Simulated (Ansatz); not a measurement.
**Geometry relaxation of TiSi₁₆ (part 1 of 2)**

The run: geometry relaxation of TiSi₁₆ (defect cell, 17 atoms in the cell). Method and program: DFT PBE, scalar-relativistic, plane waves, PAW, PAW set soft_1, no spin polarisation (Ansatz 0.2.0).

It belongs to a series of runs on one base structure; here: start relaxed.

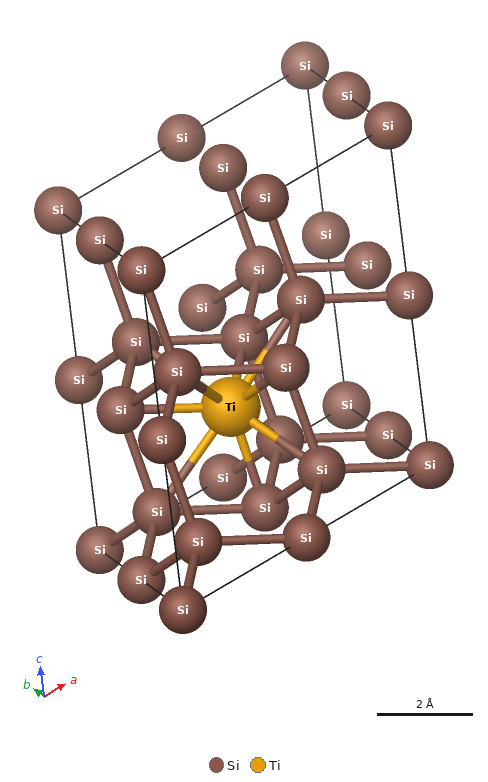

Fig. 1: The structure as given in the input (ball-and-stick view of the cell of the calculation, seen slightly off an axis). Near neighbours in the crystal (not all of them lie inside the picture): Si has 4 Si at 2.35 Å; Si has 4 Si at 2.35 Å and 1 Ti at 2.31 to 2.77 Å; Ti has 10 Si at 2.31 to 2.77 Å.

**Results in brief**

```tsv
quantity	value
outcome	converged
electrons treated	76
free energy	−12670.2261 eV
Fermi energy	7.590 eV
final volume	320.21 Å³
largest force (length of the vector) at the end	0.060 eV/Å
hardware	1 thread of Arm Neoverse V1, 24 GiB of memory available, shared host
wall time	34 s
peak memory	0.56 GiB
```

The k-point mesh is coarse for a cell of this size, so the results may not be converged.

**The input**
```yaml
crystal:
  lattice:
    - [0.0, 5.43, 5.43]
    - [5.43, 0.0, 5.43]
    - [5.43, 5.43, 0.0]
  atoms:
    - { symbol: Si, position: [0.0, 0.0, 0.0] }
    - { symbol: Si, position: [0.125, 0.125, 0.125] }
    - { symbol: Si, position: [0.0, 0.0, 0.5] }
    - { symbol: Si, position: [0.125, 0.125, 0.625] }
    - { symbol: Si, position: [0.0, 0.5, 0.0] }
    - { symbol: Si, position: [0.125, 0.625, 0.125] }
    - { symbol: Si, position: [0.0, 0.5, 0.5] }
    - { symbol: Si, position: [0.125, 0.625, 0.625] }
    - { symbol: Si, position: [0.5, 0.0, 0.0] }
    - { symbol: Si, position: [0.625, 0.125, 0.125] }
    - { symbol: Si, position: [0.5, 0.0, 0.5] }
    - { symbol: Si, position: [0.625, 0.125, 0.625] }
    - { symbol: Si, position: [0.5, 0.5, 0.0] }
    - { symbol: Si, position: [0.625, 0.625, 0.125] }
    - { symbol: Si, position: [0.5, 0.5, 0.5] }
    - { symbol: Si, position: [0.625, 0.625, 0.625] }
    - { symbol: Ti, position: [0.3802992, 0.368939, 0.3707254] }
basis:
  ecutwfc: 420.0
kpoints:
  mp_grid: { grid: [2, 2, 2] }
hamiltonian:
  xc: pbe
  pseudopotentials: { kind: paw, azcp: { folder: soft_1 } }
scf:
  occupations: { method: fermi_dirac, width: 0.02 }
  lower_state_search: "off"
relax:
  f_tol: 0.08
  max_steps: 25
  adjacent_minimum: "off"
output:
  write_density: true
  write_potential: true
  elf: true
  volumetric_format: npy
```

Launch command:
```bash
ansatz run input.yaml --threads 1 --pin off --max-ram 3072MiB --backend cpu --events-out ev --progress --plain --runs-dir out
```

**The program's output**
```
Engine: ansatz 0.2.0, aarch64-unknown-linux-gnu
Pseudopotentials: kind: paw
Pseudopotential: Si, paw, valence charge 4, recommended cutoff 420 eV (normal), [file]
Pseudopotential: Ti, paw, valence charge 12, recommended cutoff 420 eV (normal), [file]
Functional definition: PBE
  parameter kappa = 0.804
  parameter beta = 0.06672455060314922
  exchange = pbe_x(kappa = kappa, mu = beta*pi^2/3)
  correlation = pbe_c(beta = beta)
Crystal: 17 atoms, lattice volume = 320.206 Å³
Basis set: ecut = 420 eV, 6231 PW (Γ), exchange–correlation on 108×108×108 points (8 copies of the dense FFT grid, shifted against one another)
Bands: 55, of which v1, the nominal top of the filled ones, is band 38 counted from 1 (37 counted from 0)
Symmetry: 1 space group operations
Space group: P1 (ITA 1), of the structure as read, at distance tolerance 6.8e-5 Å
k-points: 8
Non-local potential: Si, projectors of the file, l = 0: 2, l = 1: 2, l = 2: 1
Non-local potential: Ti, projectors of the file, l = 0: 3, l = 1: 2, l = 2: 3, l = 3: 1
PAW form: soft (Blöchl's): semilocal exchange-correlation on the pseudo side does not see the compensation charge
PAW one-centre angular grid: Si, 110 points (default); XC on 64 Gauss nodes
PAW one-centre angular grid: Ti, 590 points (default); XC on 64 Gauss nodes
Initial density: superposition of atomic densities (chi_scale 0.1, normalization cell, long waves kept (reshape's long-wave potential 0.02 eV rms))
Initial wavefunctions: pseudopotential atomic-orbital guess
Functional: x = pbe(κ = 0.804, μ = 0.2195149727645171), c = pbe(β = 0.06672455060314922)
SCF iter   1: F=—  HF=-12677.442858 eV  |F-HF|=—  |Δ(HF+E_count)|=         —  Δρ=9.98e-2  dr2=8.71e1  ethr=3.10e-3  ⟨swp⟩=7.2  Hψ=2215  notcnv=0  defer=31
preconditioner: auto → Kerker (q_TF=auto, 2.147 Å⁻¹)  [metal: Δε(μ)=0.013 eV  Ē_g=7.612 eV  σ=0.020 eV  W_gap=0.16  n_scr=58 (ndim 8)  ℏωp=17.1 eV  f_vac=0.000  D(μ)=29.67/eV (n_scr^D=338)]
SCF iter   2: F=—  HF=-12672.242561 eV  |F-HF|=—  |Δ(HF+E_count)|=    5.20e0  Δρ=4.81e-2  dr2=2.33e1  ethr=3.10e-3  ⟨swp⟩=4.4  Hψ=973  notcnv=0  defer=64
SCF iter   3: F=—  HF=-12669.840219 eV  |F-HF|=—  |Δ(HF+E_count)|=    2.40e0  Δρ=7.50e-3  dr2=4.46e-1  ethr=3.10e-3  ⟨swp⟩=4.0  Hψ=845  notcnv=0  defer=64
SCF iter   4: F=—  HF=-12669.816175 eV  |F-HF|=—  |Δ(HF+E_count)|=   2.40e-2  Δρ=2.66e-3  dr2=4.15e-2  ethr=5.86e-4  ⟨swp⟩=2.9  Hψ=582  notcnv=0  defer=58
SCF iter   5: F=—  HF=-12669.825154 eV  |F-HF|=—  |Δ(HF+E_count)|=   8.98e-3  Δρ=1.19e-3  dr2=8.52e-3  ethr=5.46e-5  ⟨swp⟩=2.5  Hψ=643  notcnv=0  defer=58
SCF iter   6: F=—  HF=-12669.825986 eV  |F-HF|=—  |Δ(HF+E_count)|=   8.32e-4  Δρ=4.07e-4  dr2=8.90e-4  ethr=1.12e-5  ⟨swp⟩=3.0  Hψ=760  notcnv=0  defer=58
SCF iter   7: F=—  HF=-12669.826216 eV  |F-HF|=—  |Δ(HF+E_count)|=   2.30e-4  Δρ=1.58e-4  dr2=9.29e-5  ethr=1.17e-6  ⟨swp⟩=2.0  Hψ=613  notcnv=0  defer=58
SCF iter   8: F=-12669.826218 eV  HF=-12669.826219 eV  |F-HF|=1.15e-7  |Δ(HF+E_count)|=   2.73e-6  Δρ=3.31e-5  dr2=8.34e-6  ethr=1.22e-7  ⟨swp⟩=11.5  Hψ=3573  notcnv=0
SCF 1 converged in 8 iterations: F = -12669.826218 eV  dr2 = 8.34e-6
  greatest PAW one-centre occupation: 0.998 electrons in one spin orbital (limit 2), on the Ti atom at site 16 (counted from 0), in its partial waves of l = 0
relax step   1: F+E_penalty+E_count = -12669.82621839 eV  Δ(F+E_penalty+E_count) = +0.000e0 eV  max|allowed force component| = 1.225e0 eV/Å  Δτ_max = 0.0000 Å  (8 SCF iters, dr2 threshold 1.00e-4 eV, accepted)
Initial density: handed on by an earlier stage of this run
Initial wavefunctions: those handed on with the density
iter 1 solved again at ethr=1.21e-3 eV; its pass at ethr=3.10e-3 eV (dr2=9.21e-1 eV) is discarded
SCF iter   1: F=—  HF=-12670.295183 eV  |F-HF|=—  |Δ(HF+E_count)|=         —  Δρ=9.37e-3  dr2=9.16e-1  ethr=1.21e-3  ⟨swp⟩=1.0  Hψ=1626  notcnv=0  defer=58
preconditioner: auto → Resta (q_TF=auto, 2.147 Å⁻¹)  ε∞=6.0  [insulator: Δε(μ)=0.084 eV  Ē_g=7.632 eV  σ=0.020 eV  W_gap=0.75  n_scr=58 (ndim 8)  ℏωp=17.1 eV  f_vac=0.000  D(μ)=14.51/eV (n_scr^D=136)  ε∞_Penn≈6.0]
SCF iter   2: F=—  HF=-12670.214987 eV  |F-HF|=—  |Δ(HF+E_count)|=   8.02e-2  Δρ=3.95e-3  dr2=1.53e-1  ethr=1.21e-3  ⟨swp⟩=2.0  Hψ=442  notcnv=0  defer=58
SCF iter   3: F=—  HF=-12670.199134 eV  |F-HF|=—  |Δ(HF+E_count)|=   1.59e-2  Δρ=4.50e-4  dr2=6.45e-4  ethr=2.02e-4  ⟨swp⟩=2.6  Hψ=492  notcnv=0  defer=61
SCF iter   4: F=—  HF=-12670.199302 eV  |F-HF|=—  |Δ(HF+E_count)|=   1.68e-4  Δρ=1.50e-4  dr2=1.17e-4  ethr=8.48e-7  ⟨swp⟩=2.0  Hψ=765  notcnv=0  defer=79
iter 5 did not close the SCF: its close was put off for the readings that it lacked (scf_convergence_deferred on its scf_iter line)
SCF iter   5: F=-12670.199307 eV  HF=-12670.199306 eV  |F-HF|=1.04e-6  |Δ(HF+E_count)|=   4.21e-6  Δρ=3.59e-5  dr2=7.48e-6  ethr=1.54e-7  ⟨swp⟩=2.5  Hψ=611  notcnv=0  defer=79
SCF iter   6: F=-12670.199309 eV  HF=-12670.199309 eV  |F-HF|=7.75e-8  |Δ(HF+E_count)|=   3.06e-6  Δρ=1.02e-5  dr2=4.83e-7  ethr=9.85e-9  ⟨swp⟩=8.9  Hψ=3009  notcnv=0
SCF 2 converged in 6 iterations: F = -12670.199309 eV  dr2 = 4.83e-7
  greatest PAW one-centre occupation: 0.999 electrons in one spin orbital (limit 2), on the Ti atom at site 16 (counted from 0), in its partial waves of l = 0
relax step   2: F+E_penalty+E_count = -12670.19930947 eV  Δ(F+E_penalty+E_count) = -3.731e-1 eV  max|allowed force component| = 3.605e-1 eV/Å  Δτ_max = 0.0575 Å  (6 SCF iters, dr2 threshold 9.37e-5 eV, accepted)
SCF iter   1: F=—  HF=-12670.235033 eV  |F-HF|=—  |Δ(HF+E_count)|=         —  Δρ=3.06e-3  dr2=9.79e-2  ethr=1.49e-3  ⟨swp⟩=3.9  Hψ=728  notcnv=0  defer=58
preconditioner: auto → Resta (q_TF=auto, 2.147 Å⁻¹)  ε∞=6.1  [insulator: Δε(μ)=0.075 eV  Ē_g=7.601 eV  σ=0.020 eV  W_gap=0.72  n_scr=58 (ndim 8)  ℏωp=17.1 eV  f_vac=0.000  D(μ)=16.34/eV (n_scr^D=168)  ε∞_Penn≈6.1]
SCF iter   2: F=—  HF=-12670.228086 eV  |F-HF|=—  |Δ(HF+E_count)|=   6.95e-3  Δρ=1.36e-3  dr2=1.88e-2  ethr=1.29e-4  ⟨swp⟩=1.5  Hψ=530  notcnv=0  defer=61
SCF iter   3: F=—  HF=-12670.226190 eV  |F-HF|=—  |Δ(HF+E_count)|=   1.90e-3  Δρ=1.22e-4  dr2=1.31e-4  ethr=2.48e-5  ⟨swp⟩=2.4  Hψ=629  notcnv=0  defer=64
SCF iter   4: F=—  HF=-12670.226085 eV  |F-HF|=—  |Δ(HF+E_count)|=   1.05e-4  Δρ=4.37e-5  dr2=1.70e-5  ethr=1.73e-7  ⟨swp⟩=2.0  Hψ=604  notcnv=0  defer=64
iter 5 did not close the SCF: its close was put off for the readings that it lacked (scf_convergence_deferred on its scf_iter line)
SCF iter   5: F=-12670.226082 eV  HF=-12670.226083 eV  |F-HF|=9.60e-7  |Δ(HF+E_count)|=   1.43e-6  Δρ=1.29e-5  dr2=1.31e-6  ethr=2.24e-8  ⟨swp⟩=2.9  Hψ=647  notcnv=0  defer=64
SCF iter   6: F=-12670.226083 eV  HF=-12670.226083 eV  |F-HF|=2.03e-8  |Δ(HF+E_count)|=   9.70e-8  Δρ=2.43e-6  dr2=4.09e-8  ethr=1.72e-9  ⟨swp⟩=8.4  Hψ=2814  notcnv=0
SCF 3 converged in 6 iterations: F = -12670.226083 eV  dr2 = 4.09e-8
relax step   3: F+E_penalty+E_count = -12670.22608307 eV  Δ(F+E_penalty+E_count) = -2.677e-2 eV  max|allowed force component| = 4.388e-2 eV/Å  Δτ_max = 0.0248 Å  (6 SCF iters, dr2 threshold 8.12e-6 eV, accepted)
iter 1 solved again at ethr=4.78e-11 eV; its pass at ethr=3.10e-3 eV (dr2=3.63e-8 eV) is discarded
SCF iter   1: F=—  HF=-12670.226152 eV  |F-HF|=—  |Δ(HF+E_count)|=         —  Δρ=2.45e-6  dr2=3.64e-8  ethr=4.78e-11  ⟨swp⟩=1.0  Hψ=1090  notcnv=0  defer=64
preconditioner: auto → Resta (q_TF=auto, 2.147 Å⁻¹)  ε∞=6.1  [insulator: Δε(μ)=0.068 eV  Ē_g=7.591 eV  σ=0.020 eV  W_gap=0.68  n_scr=58 (ndim 8)  ℏωp=17.1 eV  f_vac=0.000  D(μ)=18.13/eV (n_scr^D=168)  ε∞_Penn≈6.1]
iter 2 did not close the SCF: its close was put off for the readings that it lacked (scf_convergence_deferred on its scf_iter line)
SCF iter   2: F=-12670.226083 eV  HF=-12670.226083 eV  |F-HF|=2.80e-9  |Δ(HF+E_count)|=   6.91e-5  Δρ=1.41e-6  dr2=1.20e-8  ethr=4.78e-11  ⟨swp⟩=2.1  Hψ=648  notcnv=0  defer=64
iter 3 did not close the SCF: its close was put off for the readings that it lacked (scf_convergence_deferred on its scf_iter line)
SCF iter   3: F=-12670.226083 eV  HF=-12670.226083 eV  |F-HF|=2.56e-10  |Δ(HF+E_count)|=   2.21e-9  Δρ=4.45e-7  dr2=1.04e-9  ethr=1.58e-11  ⟨swp⟩=2.0  Hψ=524  notcnv=0  defer=64
iter 4 did not close the SCF: its close was put off for the readings that it lacked (scf_convergence_deferred on its scf_iter line)
SCF iter   4: F=-12670.226083 eV  HF=-12670.226083 eV  |F-HF|=1.04e-10  |Δ(HF+E_count)|=  4.15e-10  Δρ=1.92e-7  dr2=1.78e-10  ethr=1.37e-12  ⟨swp⟩=2.8  Hψ=601  notcnv=0  defer=64
iter 5 did not close the SCF: its close was put off for the readings that it lacked (scf_convergence_deferred on its scf_iter line)
SCF iter   5: F=-12670.226083 eV  HF=-12670.226083 eV  |F-HF|=1.82e-12  |Δ(HF+E_count)|=  1.40e-10  Δρ=2.88e-8  dr2=2.93e-12  ethr=1.00e-12  ⟨swp⟩=2.0  Hψ=472  notcnv=0  defer=64
SCF iter   6: F=-12670.226083 eV  HF=-12670.226083 eV  |F-HF|=0.00e0  |Δ(HF+E_count)|=  1.82e-12  Δρ=1.11e-8  dr2=3.40e-13  ethr=1.00e-12  ⟨swp⟩=5.0  Hψ=1754  notcnv=0
SCF 4 converged in 6 iterations: F = -12670.226083 eV  dr2 = 3.40e-13
relax step   4: F+E_penalty+E_count = -12670.22608309 eV  Δ(F+E_penalty+E_count) = -2.294e-8 eV  max|allowed force component| = 4.393e-2 eV/Å  Δτ_max = 0.0000 Å  (6 SCF iters, accepted)
```

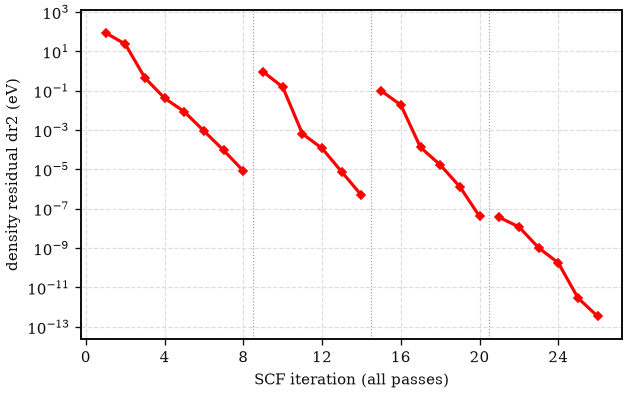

Fig. 2: Convergence of the self-consistent field: density residual dr2 against the SCF iteration. The dotted lines part the SCF passes of the relaxation: geometry steps, rejected trials and re-solves on a re-selected basis. The passes take 8, 6, 6 and 6 iterations.

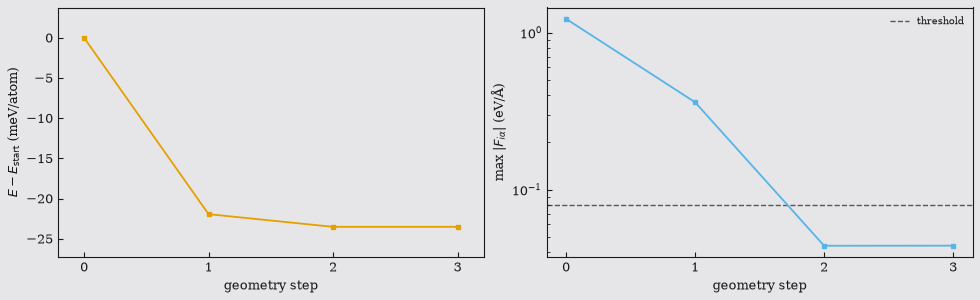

Fig. 3: Progress of the relaxation, step by step (the first geometry is step 0 here and step 1 in the log).

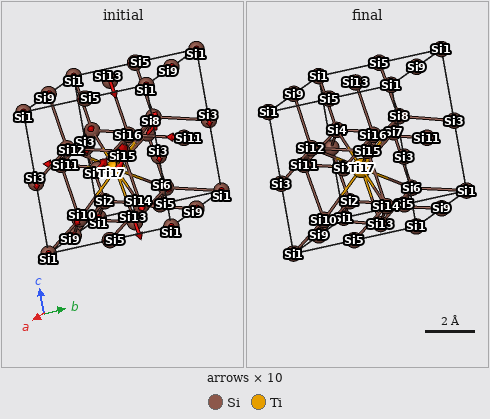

Fig. 4: Before (left) and after (right) the relaxation, at one scale (ball-and-stick view of the cell of the calculation, seen slightly off an axis). The red arrows give the displacements, magnified 10 times. After 3 geometry steps the energy has fallen by 23.5 meV per atom. Largest force component: 1.2 eV/Å at the start, 0.044 eV/Å at the end. Si13 moves most: 0.080 Å. By element the largest moves are Si 0.080 Å, Ti 0.053 Å. The lattice vectors keep their values. Among the contacts that change: Si11–Ti17 2.314 → 2.429 Å, Si13–Ti17 2.325 → 2.430 Å, Si10–Ti17 2.659 → 2.751 Å, Si11–Si16 2.351 → 2.271 Å. Among the angles that change: Si3–Si8–Si5 109.5° → 112.2°, Si1–Si6–Ti17 126.2° → 123.8°, Si8–Si7–Ti17 71.6° → 69.3°. (Atoms are counted from 1 in the order of the input.)

```
NSCF: frozen V_eff on 8 k-points
the band table was solved once a step of the walk had ended and its energy, with any forces and stress, was formed, with the checks that follow a solve (2818 applications of the Hamiltonian). They found nothing against the state; the energy, forces and stress were not computed again (output.eigenvalues in the input reference)
SCF converged after 6 iterations
Free energy (F): -12670.226083 eV
Harris-Foulkes:  -12670.226083 eV  (|F-HF|=0.00e0)
Internal energy: -12670.202087 eV  (E = F + TS)
E sigma→0 (E₀):  -12670.214085 eV
Entropy (-TS):   -0.023996 eV (-1.412 meV/atom)
Fermi energy:    7.590319 eV
--- Per-component energies (eV) ---
  E_band       = -107.530203
  E_kinetic    = 946.185487
  E_local      = -2115.236834  (includes V_loc(G=0)·N_el)
  E_nonlocal   = 426.968322
  E_hartree    = 875.591047
  E_xc         = -1023.381591
  E_vxc        = -914.981600  (∫ρ·V_xc dr)
  E_paw        = -9229.266794  (= ΣΔE_a)
  E_vpaw       = -201.648187  (= ΣTr[D̂ρ^β])
  E_aug_tail   = 0.000518  (compensation charges beyond the density's cutoff)
  E_ewald      = -2551.062243
  E_smearing   = -0.023996  (= −TS)
  E_closure    = 0.000000  (closes the sum)
  Σ components = -12670.226083   (vs F -12670.226083, Δ=0.00e0)
```
